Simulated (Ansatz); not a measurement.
Geometry relaxation of Ni

- system: Ni (2 atoms in the cell)
- method: DFT PBE, spin-orbit coupling, plane waves, PAW (Ansatz 0.2.0)

The structure was built on a prototype by a generator; it need not be a known phase. It belongs to a series of runs on one base structure; here: volume 10.880 Å³/atom. Figures and captions count atoms from 1; the log counts them from 0 in places.

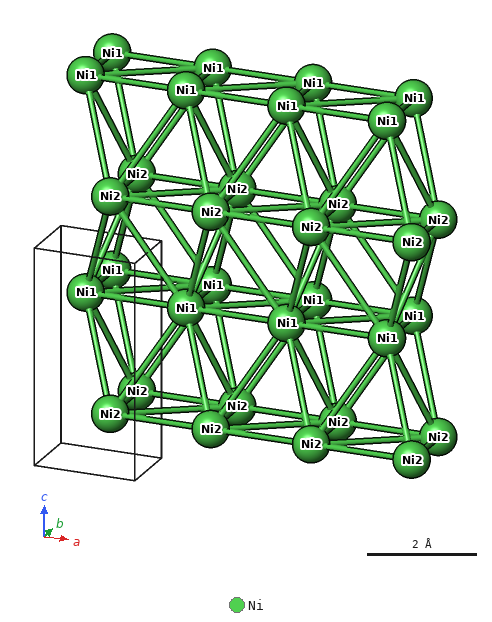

The starting structure (ball-and-stick view of the cell of the calculation, repeated 4 × 2 × 2, seen slightly off an axis; atoms are numbered from 1 in the order of the input). Near neighbours in the crystal (not all of them lie inside the picture): Ni has 12 Ni at 2.48 to 2.49 Å.

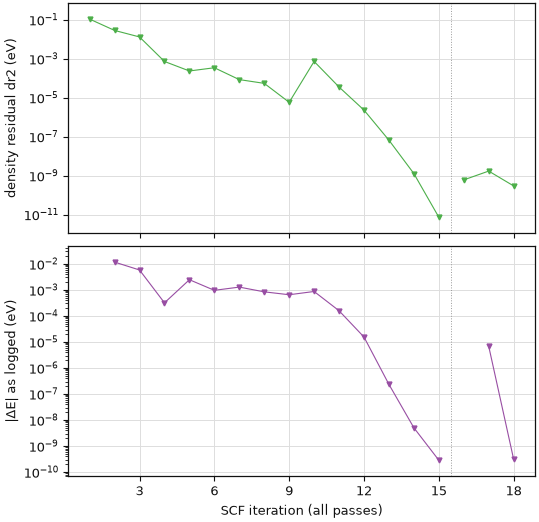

Convergence of the self-consistent field: density residual dr2 and size of the energy change against the SCF iteration. The dotted lines part the SCF passes of the relaxation: geometry steps, rejected trials and re-solves on a re-selected basis. The passes take 15 and 3 iterations.

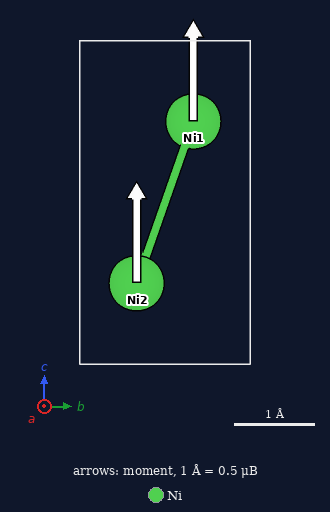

Magnetic moments of the sites as white arrows (ball-and-stick view of the cell of the calculation, along the a axis; atoms are numbered from 1 in the order of the input); small moments hardly show. Site moments: Ni1, Ni2 (0.65 μB). They are counted near the atoms and needn't add up to the moment of the cell.

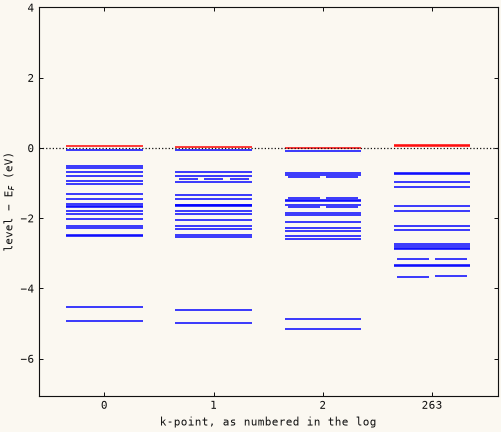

Kohn–Sham levels near the Fermi level (dotted) at the few k-points that the log prints; levels within 0.02 eV of each other stand side by side. The system is metallic on the full mesh.

The input and output of the run follow.

## Input
```yaml
crystal:
  lattice:
    - [2.4803882376, 0.0, 0.0]
    - [-1.2401941188, 2.148079225, 0.0]
    - [0.0, 0.0, 4.0839147606]
  atoms:
    - { symbol: Ni, position: [0.3333333333, 0.6666666667, 0.75], spin: 0.72, spin_axis: [0.0, 0.0, 1.0] }
    - { symbol: Ni, position: [0.6666666667, 0.3333333333, 0.25], spin: 0.72, spin_axis: [0.0, 0.0, 1.0] }
basis:
  ecutwfc: 600
  ecutrho_ratio: 5
kpoints:
  mp_grid: { grid: [20, 20, 10] }
hamiltonian:
  xc: pbe
scf:
  occupations: { method: gaussian, width: 0.05 }
output:
  forces: true
  stress: true
  eigenvalues: true
  populations: true
magnetization:
  noncollinear: true
  spin_orbit: true
relax:
  f_tol: 0.01
  max_steps: 40
  cell: { stress_tol: 0.1, fix: [volume] }
```

Launched with:
```bash
ansatz run input.yaml --threads 4 --pin off --max-ram 8192MiB --backend cpu --events-out ev --progress --plain --runs-dir out
```

## Output
```
Engine: ansatz 0.2.0, x86_64-unknown-linux-gnu
Pseudopotentials: kind: paw_fr
Pseudopotential: Ni, paw_fr, valence charge 18, recommended cutoff 420 eV (normal), Ni.paw.azcp#standard-fr
Functional definition: PBE
  parameter kappa = 0.804
  parameter beta = 0.06672455060314922
  exchange = pbe_x(kappa = kappa, mu = beta*pi^2/3)
  correlation = pbe_c(beta = beta)
Crystal: 2 atoms, lattice volume = 21.759 Å³
Basis set: ecut = 600 eV, 701 PW (Γ), exchange–correlation on 48×48×80 points (8 copies of the dense FFT grid, shifted against one another)
Bands: 44, of which v1, the nominal top of the filled ones, is band 36 counted from 1 (35 counted from 0)
Symmetry: 12 space group operations + 12 with time reversal
Magnetic group: BNS 194.270 (UNI 1500), of the structure as read, at distance tolerance 2.8e-5 Å
k-points: 264 of 4000 (time reversal used)
Projection manifold: j_resolved (fully-relativistic pseudo-atomic orbitals)
Non-local potential: Ni, projectors of the file, l = 0: 3, l = 1: 4, l = 2: 6, l = 3: 2
PAW form: soft (Blöchl's): semilocal exchange-correlation on the pseudo side does not see the compensation charge
PAW one-centre angular grid: Ni, 590 points (default); XC on 64 Gauss nodes
Initial density: superposition of atomic densities (chi_scale 0.1, normalization cell)
Starting moments: Σ|m| = 1.44 μB on 2 of 2 sites
Initial wavefunctions: pseudopotential atomic-orbital guess
Functional: x = pbe(κ = 0.804, μ = 0.2195149727645171), c = pbe(β = 0.06672455060314922)
iter 1 solved again at ethr=3.27e-4 eV; its pass at ethr=3.10e-3 eV (dr2=1.18e-1 eV) is discarded
SCF iter   1: F=—  HF=-11679.990729 eV  |F-HF|=—  |Δ(HF+E_count)|=         —  Δρ=3.25e-2  dr2=1.08e-1  dr2_m=1.44e-2  ethr=3.27e-4  |M|=1.25e0 ∫|m|=1.31e0 μB  |m|>n=0.0e0 m-floor=0.0e0 τ_xc=5.6e-16 mc-row=0.0e0  β_m=0.30  ⟨swp⟩=1.6  Hψ=76866  notcnv=0
preconditioner: auto → none  [metal: Δε(μ)=0.001 eV  Ē_g=8.426 eV  σ=0.050 eV  W_gap=0.01  n_scr=8 (ndim 8)  ℏωp=35.6 eV  f_vac=0.000  D(μ)=4.58/eV (n_scr^D=98)  sad-step TF]
SCF iter   2: F=—  HF=-11680.002382 eV  |F-HF|=—  |Δ(HF+E_count)|=   1.17e-2  Δρ=1.64e-2  dr2=2.83e-2  dr2_m=1.11e-2  ethr=2.99e-4  |M|=1.25e0 ∫|m|=1.33e0 μB  |m|>n=0.0e0 m-floor=0.0e0 τ_xc=2.4e-5 mc-row=0.0e0  β_m=0.30  ⟨swp⟩=3.1  Hψ=19000  notcnv=0
SCF iter   3: F=—  HF=-11680.008206 eV  |F-HF|=—  |Δ(HF+E_count)|=   5.82e-3  Δρ=1.22e-2  dr2=1.31e-2  dr2_m=7.45e-3  ethr=7.86e-5  |M|=1.25e0 ∫|m|=1.35e0 μB  |m|>n=0.0e0 m-floor=0.0e0 τ_xc=3.3e-5 mc-row=0.0e0  β_m=0.30  ⟨swp⟩=2.9  Hψ=21773  notcnv=0  defer=2
SCF iter   4: F=—  HF=-11680.008523 eV  |F-HF|=—  |Δ(HF+E_count)|=   3.18e-4  Δρ=1.05e-2  dr2=7.23e-4  dr2_m=5.52e-3  ethr=3.65e-5  |M|=1.25e0 ∫|m|=1.37e0 μB  |m|>n=0.0e0 m-floor=0.0e0 τ_xc=3.6e-5 mc-row=0.0e0  β_m=1.00  ⟨swp⟩=2.7  Hψ=21315  notcnv=0  defer=6
SCF iter   5: F=—  HF=-11680.010987 eV  |F-HF|=—  |Δ(HF+E_count)|=   2.46e-3  Δρ=4.83e-3  dr2=2.35e-4  dr2_m=1.16e-3  ethr=2.01e-6  |M|=1.25e0 ∫|m|=1.40e0 μB  |m|>n=0.0e0 m-floor=0.0e0 τ_xc=3.7e-5 mc-row=0.0e0  β_m=1.00  ⟨swp⟩=2.6  Hψ=24313  notcnv=0  defer=100
SCF iter   6: F=—  HF=-11680.011948 eV  |F-HF|=—  |Δ(HF+E_count)|=   9.62e-4  Δρ=1.98e-3  dr2=3.44e-4  dr2_m=1.95e-4  ethr=6.54e-7  |M|=1.26e0 ∫|m|=1.42e0 μB  |m|>n=0.0e0 m-floor=0.0e0 τ_xc=4.8e-5 mc-row=0.0e0  β_m=1.00  ⟨swp⟩=2.0  Hψ=17752  notcnv=0  defer=104
SCF iter   7: F=—  HF=-11680.013231 eV  |F-HF|=—  |Δ(HF+E_count)|=   1.28e-3  Δρ=1.10e-3  dr2=8.48e-5  dr2_m=6.07e-5  ethr=6.54e-7  |M|=1.26e0 ∫|m|=1.43e0 μB  |m|>n=0.0e0 m-floor=0.0e0 τ_xc=5.6e-5 mc-row=0.0e0  β_m=1.00  ⟨swp⟩=2.0  Hψ=17646  notcnv=0  defer=104
SCF iter   8: F=—  HF=-11680.014072 eV  |F-HF|=—  |Δ(HF+E_count)|=   8.41e-4  Δρ=7.86e-4  dr2=5.44e-5  dr2_m=3.09e-5  ethr=2.36e-7  |M|=1.26e0 ∫|m|=1.43e0 μB  |m|>n=0.0e0 m-floor=0.0e0 τ_xc=6.1e-5 mc-row=0.0e0  β_m=0.30  ⟨swp⟩=2.0  Hψ=18806  notcnv=0  defer=104
Mixer restart at iter 8: flushing history
spin-set hold released at iteration 8 (site moments contracting): the magnetisation degrees of freedom join the quasi-Newton model from the next iteration; the mixer history was flushed
SCF iter   9: F=—  HF=-11680.014723 eV  |F-HF|=—  |Δ(HF+E_count)|=   6.51e-4  Δρ=1.06e-3  dr2=5.80e-6  dr2_m=5.62e-5  ethr=1.51e-7  |M|=1.27e0 ∫|m|=1.44e0 μB  |m|>n=0.0e0 m-floor=0.0e0 τ_xc=6.4e-5 mc-row=0.0e0  β_m=0.65  ⟨swp⟩=2.0  Hψ=20497  notcnv=0  defer=104
SCF iter  10: F=—  HF=-11680.015591 eV  |F-HF|=—  |Δ(HF+E_count)|=   8.68e-4  Δρ=2.49e-3  dr2=7.27e-4  dr2_m=8.89e-5  ethr=1.61e-8  |M|=1.27e0 ∫|m|=1.45e0 μB  |m|>n=0.0e0 m-floor=0.0e0 τ_xc=7.5e-5 mc-row=0.0e0  β_m=0.53  ⟨swp⟩=3.0  Hψ=30844  notcnv=0  defer=104
SCF iter  11: F=—  HF=-11680.015433 eV  |F-HF|=—  |Δ(HF+E_count)|=   1.58e-4  Δρ=8.35e-4  dr2=3.53e-5  dr2_m=3.48e-5  ethr=1.61e-8  |M|=1.27e0 ∫|m|=1.45e0 μB  |m|>n=0.0e0 m-floor=0.0e0 τ_xc=7.7e-5 mc-row=0.0e0  β_m=0.65  ⟨swp⟩=3.2  Hψ=29527  notcnv=0  defer=104
SCF iter  12: F=—  HF=-11680.015449 eV  |F-HF|=—  |Δ(HF+E_count)|=   1.54e-5  Δρ=1.75e-4  dr2=2.31e-6  dr2_m=1.52e-6  ethr=1.61e-8  |M|=1.27e0 ∫|m|=1.45e0 μB  |m|>n=0.0e0 m-floor=0.0e0 τ_xc=7.8e-5 mc-row=0.0e0  β_m=0.82  ⟨swp⟩=2.0  Hψ=20915  notcnv=0  defer=104
SCF iter  13: F=—  HF=-11680.015449 eV  |F-HF|=—  |Δ(HF+E_count)|=   2.33e-7  Δρ=2.44e-5  dr2=6.59e-8  dr2_m=1.00e-8  ethr=2.78e-10  |M|=1.27e0 ∫|m|=1.45e0 μB  |m|>n=0.0e0 m-floor=0.0e0 τ_xc=7.8e-5 mc-row=0.0e0  β_m=0.88  ⟨swp⟩=7.5  Hψ=63751  notcnv=0
iter 14 did not close the SCF: its close was put off until two iterations running show no level that it waits for move by more than its bar (scf_convergence_deferred on its scf_iter line)
SCF iter  14: F=-11680.015449 eV  HF=-11680.015449 eV  |F-HF|=1.08e-9  |Δ(HF+E_count)|=   5.01e-9  Δρ=4.51e-6  dr2=1.27e-9  dr2_m=3.86e-10  ethr=1.83e-10  |M|=1.27e0 ∫|m|=1.45e0 μB  |m|>n=0.0e0 m-floor=0.0e0 τ_xc=7.8e-5 mc-row=0.0e0  β_m=0.76  ⟨swp⟩=5.7  Hψ=47271  notcnv=0
SCF iter  15: F=-11680.015449 eV  HF=-11680.015449 eV  |F-HF|=2.18e-11  |Δ(HF+E_count)|=  2.84e-10  Δρ=7.12e-7  dr2=7.34e-12  dr2_m=2.54e-11  ethr=3.54e-12  |M|=1.27e0 ∫|m|=1.45e0 μB  |m|>n=0.0e0 m-floor=0.0e0 τ_xc=7.8e-5 mc-row=0.0e0  ⟨swp⟩=2.1  Hψ=35019  notcnv=0
SCF 1 converged in 15 iterations: F = -11680.015449 eV  dr2 = 7.34e-12
  greatest PAW one-centre occupation: 1.000 electrons in one spin orbital (limit 2), on the Ni atom at site 1 (counted from 0), in its partial waves of l = 1
relax step   1: F+E_penalty+E_count = -11680.01544883 eV  Δ(F+E_penalty+E_count) = +0.000e0 eV  max|allowed force component| = 3.238e-17 eV/Å  Δτ_max = 0.0000 Å  P = +0.683 GPa  Ω = 21.759 Å³  fix = [volume]  reactions: volume +0.683 GPa  (15 SCF iters, dr2 threshold 1.00e-7 eV, accepted)
Projection manifold: j_resolved (fully-relativistic pseudo-atomic orbitals)
Initial density: handed on by an earlier stage of this run
Starting moments: Σ|m| = 1.44 μB on 2 of 2 sites; this step starts from the density that it was given
Initial wavefunctions: pseudopotential atomic-orbital guess (no wavefunctions were taken with the density)
iter 1 solved again at ethr=7.53e-7 eV; its pass at ethr=3.10e-3 eV (dr2=2.71e-4 eV) is discarded
SCF iter   1: F=—  HF=-11680.015456 eV  |F-HF|=—  |Δ(HF+E_count)|=         —  Δρ=2.63e-6  dr2=6.04e-10  dr2_m=1.92e-11  ethr=7.53e-7  |M|=1.27e0 ∫|m|=1.45e0 μB  |m|>n=0.0e0 m-floor=0.0e0 τ_xc=7.8e-5 mc-row=0.0e0  β_m=0.30  ⟨swp⟩=2.9  Hψ=91441  notcnv=0
eigensolver tolerance schedule: the retry pair's looser diagonalisation over-reported the residual by 449346.48 of it (diagonalisation noise at an unbounded share of the residual, at the tolerance the schedule requests for it); recorded, not acted on — ethr = c·dr2/N_el stays at c = 1.0e-1
preconditioner: auto → none  [metal: Δε(μ)=0.003 eV  Ē_g=8.422 eV  σ=0.050 eV  W_gap=0.03  n_scr=8 (ndim 8)  ℏωp=35.6 eV  f_vac=0.000  D(μ)=4.50/eV (n_scr^D=96)]
SCF iter   2: F=—  HF=-11680.015449 eV  |F-HF|=—  |Δ(HF+E_count)|=   6.81e-6  Δρ=3.90e-6  dr2=1.71e-9  dr2_m=5.12e-11  ethr=1.68e-12  |M|=1.27e0 ∫|m|=1.45e0 μB  |m|>n=0.0e0 m-floor=0.0e0 τ_xc=7.8e-5 mc-row=0.0e0  β_m=0.30  ⟨swp⟩=4.9  Hψ=41632  notcnv=0
SCF iter   3: F=-11680.015449 eV  HF=-11680.015449 eV  |F-HF|=3.09e-10  |Δ(HF+E_count)|=  3.09e-10  Δρ=1.68e-6  dr2=2.96e-10  dr2_m=2.64e-11  ethr=1.11e-12  |M|=1.27e0 ∫|m|=1.45e0 μB  |m|>n=0.0e0 m-floor=0.0e0 τ_xc=7.8e-5 mc-row=0.0e0  ⟨swp⟩=4.7  Hψ=51753  notcnv=0
SCF 2 converged in 3 iterations: F = -11680.015449 eV  dr2 = 2.96e-10
  greatest PAW one-centre occupation: 1.000 electrons in one spin orbital (limit 2), on the Ni atom at site 0 (counted from 0), in its partial waves of l = 1
relax step   2: F+E_penalty+E_count = -11680.01544883 eV  Δ(F+E_penalty+E_count) = +2.510e-10 eV  max|allowed force component| = 3.238e-17 eV/Å  Δτ_max = 0.0000 Å  P = +0.683 GPa  Ω = 21.759 Å³  fix = [volume]  reactions: volume +0.683 GPa  stress off target by 6.92e-3 GPa on what of the cell is left free  SCF on the basis re-selected at this cell (its energy is not comparable with the rows above)  (3 SCF iters)
basis re-selected at this cell: Δ(F+E_penalty+E_count) = +2.510e-10 eV, ΔP = -0.000 GPa vs the last step (what re-selecting the basis moved, of the pressure what is left beyond the Pulay correction that the steps carried, after the strain that the cell walked since its last selection, with what the two solves' SCF thresholds leave and, on support functions, any second-order correction that the steps lacked; it is no measure of the basis error at this ecutwfc). This SCF's stress stands 6.92e-3 GPa from its target on what of the cell is left free (relax.cell.stress_tol is 1.00e-1 GPa) and its largest allowed force component is 3.24e-17 eV/Å (relax.f_tol is 1.00e-2 eV/Å): within both
SCF converged after 3 iterations
Magnetization: |M| = 1.2736 μB,  M = (-0.0000, +0.0000, +1.2736) μB
Absolute magnetization: 1.4542 μB (∫|m|, with the PAW one-centre terms)
  site 0: m = (-0.0000, -0.0000, +0.6754) μB, |m| = 0.6754 μB  (R = 1.02 Å)
  site 1: m = (-0.0000, -0.0000, +0.6754) μB, |m| = 0.6754 μB  (R = 1.02 Å)
Free energy (F): -11680.015449 eV
Harris-Foulkes:  -11680.015449 eV  (|F-HF|=3.09e-10)
Internal energy: -11680.009818 eV  (E = F + TS)
E sigma→0 (E₀):  -11680.012633 eV
Entropy (-TS):   -0.005631 eV (-2.816 meV/atom)
Fermi energy:    18.212386 eV
--- Per-component energies (eV) ---
  E_band       = -568.460850
  E_kinetic    = 564.214740
  E_local      = -6875.914200  (includes V_loc(G=0)·N_el)
  E_nonlocal   = 1271.962349
  E_hartree    = 2870.934767
  E_xc         = -169.570215
  E_vxc        = -218.659721  (∫ρ·V_xc dr)
  E_paw        = -3260.598225  (= ΣΔE_a)
  E_vpaw       = -1051.935558  (= ΣTr[D̂ρ^β])
  E_aug_tail   = 0.000149  (compensation charges beyond the density's cutoff)
  E_ewald      = -6081.039182
  E_smearing   = -0.005631  (= −TS)
  E_closure    = -0.000000  (closes the sum)
  Σ components = -11680.015449   (vs F -11680.015449, Δ=0.00e0)
--- Forces (eV/Å), atoms counted from 1 ---
  atom   1  Ni     0.00000000     0.00000000     0.00000000
  atom   2  Ni     0.00000000    -0.00000000     0.00000000
  max |Σ_I F_I| component: 9.25e-18 eV/Å
--- Stress (GPa, compression-positive) ---
        0.686261      -0.000000       0.000000
       -0.000000       0.686261       0.000000
        0.000000       0.000000       0.675880
  P = ⅓ Tr σ = 0.6828 GPa (6.828 kbar)
--- Band table (eV; the first three rows and the last of 264) ---
  k-point 0: bands = ["-85.4792", "-85.4469", "-84.6341", "-84.6007", "-47.0817", "-47.0187", "-46.8691", "-46.7477", "-45.0595", "-45.0283", "-44.7881", "-44.6663", "-44.5895", "-44.4025", "-44.2342", "-44.2019", "9.0166", "9.0551", "13.2838", "13.6769", "15.7094", "15.7353", "15.9195", "15.9940", "16.1870", "16.3376", "16.4171", "16.5255", "16.5698", "16.6026", "16.7552", "16.8897", "17.1818", "17.2756", "17.4095", "17.5212", "17.6409", "17.7012", "18.1487", "18.2555", "23.6765", "24.0948", "40.5184", "40.6618"]
  k-point 1: bands = ["-85.4784", "-85.4477", "-84.6332", "-84.6015", "-47.0802", "-47.0202", "-46.8660", "-46.7506", "-45.0588", "-45.0291", "-44.7852", "-44.6694", "-44.5850", "-44.4072", "-44.2334", "-44.2027", "9.1136", "9.1521", "13.2386", "13.6019", "15.6870", "15.7206", "15.8935", "15.9744", "16.1633", "16.3415", "16.4010", "16.5526", "16.5764", "16.5965", "16.7513", "16.8639", "17.2398", "17.3141", "17.3168", "17.3233", "17.4221", "17.5130", "18.1467", "18.2475", "24.2865", "24.6564", "40.4845", "40.6377"]
  k-point 2: bands = ["-85.4761", "-85.4500", "-84.6309", "-84.6039", "-47.0756", "-47.0246", "-46.8572", "-46.7591", "-45.0566", "-45.0313", "-44.7769", "-44.6784", "-44.5720", "-44.4207", "-44.2311", "-44.2050", "9.4015", "9.4395", "13.0654", "13.3352", "15.6245", "15.6912", "15.8461", "15.9211", "16.0994", "16.3043", "16.3685", "16.5281", "16.5301", "16.5725", "16.6967", "16.7187", "16.7896", "16.7966", "17.3800", "17.3931", "17.4457", "17.4861", "18.1302", "18.2197", "25.7761", "26.0671", "39.6927", "39.7339"]
  k-point 263: bands = ["-85.4371", "-85.4371", "-84.5906", "-84.5906", "-47.1366", "-47.1340", "-46.8494", "-46.8488", "-45.1724", "-45.1680", "-44.7815", "-44.7761", "-44.5200", "-44.4983", "-44.3464", "-44.3278", "14.5489", "14.5543", "14.8459", "14.8709", "15.0420", "15.0468", "15.3392", "15.3700", "15.4069", "15.4788", "15.8741", "15.9770", "16.4047", "16.5429", "17.0947", "17.2325", "17.4733", "17.5040", "18.2589", "18.2874", "23.3420", "23.3586", "23.5700", "23.5754", "25.3029", "25.3284", "25.5528", "25.5706"]
--- Relaxed structure (1 steps of the walk, 1 accepted, 1 SCFs on fresh bases) ---
  F+E_penalty+E_count = -11680.01544883 eV   max|allowed force component| = 3.238e-17 eV/Å   (the final SCF, on the basis selected at the relaxed cell)
  cell:  # Å, volume = 21.7594 Å³
    - [2.4803882375943926, 0.0, 0.0]
    - [-1.2401941187971963, 2.148079225004856, 0.0]
    - [0.0, 0.0, 4.0839147606]
  atoms:
    - { symbol: Ni, position: [0.3333333333333333, 0.6666666666666666, 0.75] }
    - { symbol: Ni, position: [0.6666666666666666, 0.3333333333333333, 0.25] }
--- Löwdin populations: 2 sites ---
  site symbol       q [e]
     0     Ni     17.7827
     1     Ni     17.7827
  spilling = 0.012073 (of n_electrons = 36.000000)
```

## File populations.tsv
```
# site	symbol	l	j	q
# orbitals = lowdin
# n_electrons = 36.000000
# spilling = 0.012073
0	Ni	0_3S	0.5	1.996105
0	Ni	0_4S	0.5	0.957148
0	Ni	1_3P	0.5	1.999434
0	Ni	1_3P	1.5	3.998726
0	Ni	2_3D	1.5	3.579887
0	Ni	2_3D	2.5	5.251393
1	Ni	0_3S	0.5	1.996105
1	Ni	0_4S	0.5	0.957148
1	Ni	1_3P	0.5	1.999434
1	Ni	1_3P	1.5	3.998726
1	Ni	2_3D	1.5	3.579887
1	Ni	2_3D	2.5	5.251393
```

## Trajectory as extended XYZ (Å, eV, eV/Å), 2 frames, from step=1 to step=2
```
2
Lattice="2.4804 0.0000 0.0000 -1.2402 2.1481 0.0000 0.0000 0.0000 4.0839" Properties=species:S:1:pos:R:3:forces:R:3 step=1 energy=-11680.01545 pressure_GPa=0.68
Ni    0.0000    1.4321    3.0629    0.0000   0.0000   0.0000
Ni    1.2402    0.7160    1.0210    0.0000   0.0000   0.0000
2
Lattice="2.4804 0.0000 0.0000 -1.2402 2.1481 0.0000 0.0000 0.0000 4.0839" Properties=species:S:1:pos:R:3:forces:R:3 step=2 energy=-11680.01545 pressure_GPa=0.68
Ni    0.0000    1.4321    3.0629    0.0000   0.0000   0.0000
Ni    1.2402    0.7160    1.0210    0.0000   0.0000   0.0000
```

## Results in brief

- outcome: converged
- space group (tolerance 0.01 Å): P6₃/mmc (194)
- electrons treated: 36
- free energy: −11680.0154 eV
- Fermi energy: 18.212 eV
- gap on the k-point mesh: none (metallic)
- net moment of the cell: 1.27 μB
- integrated absolute moment: 1.45 μB
- pressure: 0.68 GPa
- final volume: 21.76 Å³
- largest force (length of the vector) at the end: under 0.001 eV/Å
- final cell: a = 2.480 Å, b = 2.480 Å, c = 4.084 Å, α = 90.00°, β = 90.00°, γ = 120.00°
- hardware: 4 threads of an x86-64 CPU, shared host
- wall time: 47 s (CPU time 3 min)
- peak memory: 1.1 GiB
